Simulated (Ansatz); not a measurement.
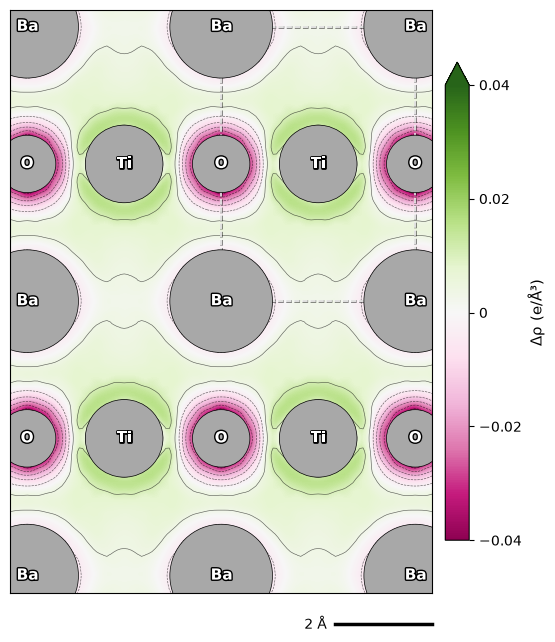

BaTiO3. Difference of the valence pseudo-densities of two functionals at the same geometry, on the (11̄0) plane of the calculation cell: PBEsol less r2SCAN.

Both computed with Ansatz (plane waves, PAW), on the same k-point mesh. Grey discs cover the atomic cores.

What does the difference map show?

Against r2SCAN, PBEsol gives more density around Ti (+0.009 e/Å³ on average at 1.1 Å from the nucleus), less density around O (−0.019 e/Å³ on average at 0.7 Å from the nucleus) and a change of +0.007 e/Å³ at the midpoint of Ti–O and +0.005 e/Å³ at the midpoint of Ba–O.
